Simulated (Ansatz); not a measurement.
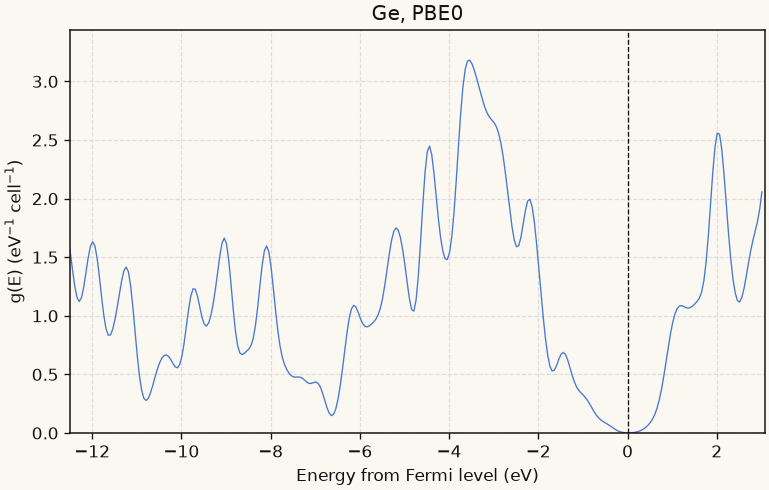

Density of states. Energies are counted from the Fermi level, put mid-gap where there is a gap. The curve is built from the levels of the k mesh with Gaussians 0.4 eV wide, which also blur the band edges.

System: Ge, space group P6_3/mmc, 4 atoms in the cell, lonsdaleite (2H) type.

Level of theory: DFT, PBE0, plane waves, PAW, no spin polarisation, 6×6×4 k mesh, 420 eV cutoff; code Ansatz.

**Metal or insulator, going by the density of states?**

There is a gap; over the k points computed it is 0.98 eV (direct among those points).

**Where is the tallest peak of the filled states in the window?**

Within the window shown, the tallest peak of the filled states lies 3.0 eV under the valence-band top, at about 3.2 states per eV and cell.
